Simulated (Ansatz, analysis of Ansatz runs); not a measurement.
# Migration in La2O3 (P-3m1): V_O hop (2.9 Å), charge +2, part 3 of 3

Wanted: path and barrier of a jump of O in La2O3 (P-3m1) at charge +2. The case: V_O hop (2.9 Å), in a cell of 20 host atoms with 1 O taken out.

Ansatz 0.2.0; plane-wave PAW DFT, PBEsol; nudged elastic band between two relaxed defect structures at fixed charge in a uniform background.

So far: Starting point; Relaxation of the start point, charge +2; Relaxation of the end point, charge +2; Nudged elastic band, charge +2.

## (4) Nudged elastic band, charge +2 (continued)

Images along the path:

```
image  path (Å)  energy (eV)       O12: x, y, z (Å)
    0     0.000       0.0000   -1.986, 0.925, 8.267
    1     0.714       0.3453   -1.985, 0.525, 8.644
    2     1.428       0.7920   -1.878, 0.011, 9.039
    3     2.154       0.3374  -1.839, -0.524, 9.450
    4     2.881       0.0000  -1.901, -0.930, 9.832
```

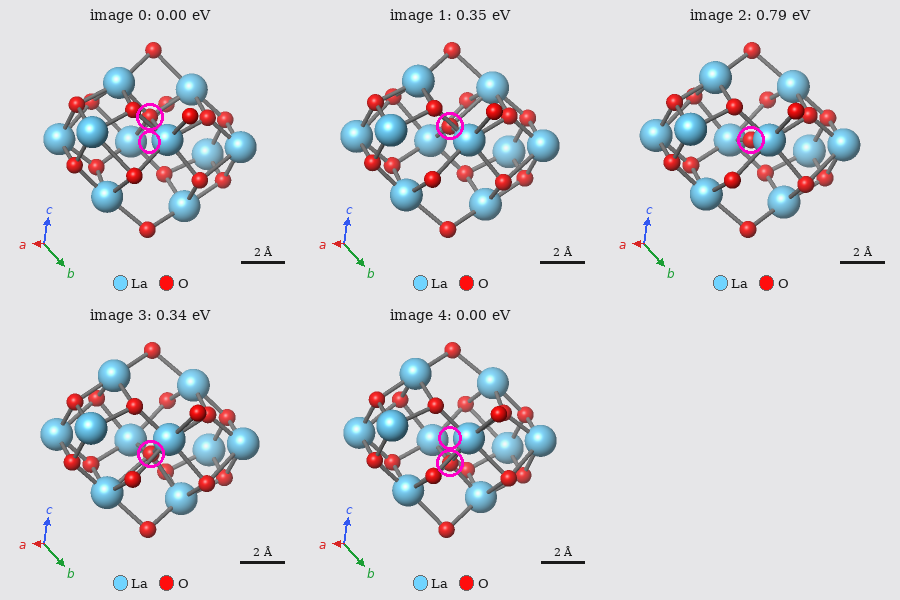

Images along the path; O12 is ringed. A ring with no atom in it marks the empty centre.

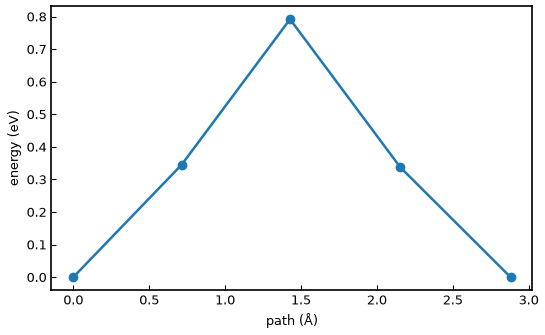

Energy along the path.

Read from the output:

- free energy: -55519.1580 eV
- barrier forward: 0.7920 eV
- barrier backward: 0.7920 eV
- end less start: -1.49e-5 eV
- hop length: 2.428 Å

Track of the atom that was set to move:

```
image   x (Å)   y (Å)  z (Å)  nearest neighbour  distance (Å)
    0  -1.986   0.925  8.267                 La         2.328
    1  -1.985   0.525  8.644                 La         2.231
    2  -1.878   0.011  9.039                 La         2.171
    3  -1.839  -0.524   9.45                 La         2.231
    4  -1.901   -0.93  9.832                 La         2.328
```

The band met its tolerance of 0.04 eV/Å after 9 iterations, with image 2 on top (the start counts as 0). O12, which moves farthest between the ends, has 4 La at 2.33 to 2.50 Å nearest at the start and 2 La at 2.17 Å at the top.

## (5) Summary of results

```yaml
barrier_forward: 0.79 eV
barrier_backward: 0.79 eV
end_less_start: 0.00 eV
hop_length: 2.43 Å
band_iterations_as_the_log_counts_them: 9
```

In words: The top of the band lies 0.79 eV above the start and 0.79 eV above the end, which are alike in energy and neighbours. In the end relaxations the farther half of the atoms moved by 0.18 Å r.m.s. or more, so the host itself may distort at this sampling, and part of the barrier may belong to that. At the top O12 stands 2.17 Å from its nearest La, 0.16 Å closer than at the start. The order of the top as a saddle was not checked for all atoms, so a bent path could be lower. No image-charge correction is applied; it largely cancels along a path if the charge stays localised alike. What this leaves open: one k-point off the zone centre stands for the whole zone; periodic copies of the defect are only 7.2 Å apart; spin–orbit coupling, which can matter with heavy atoms, is left out.

[Logs are printed without paths, hosts, clocks, repeated set-up lines and the standing remarks that a program may print on its own settings, such as how far it seeks lower states.]

[Hosts, paths, dates, database ids (printed as entryN), source tags and the programs' standing remarks are cut or masked in the printed files.]
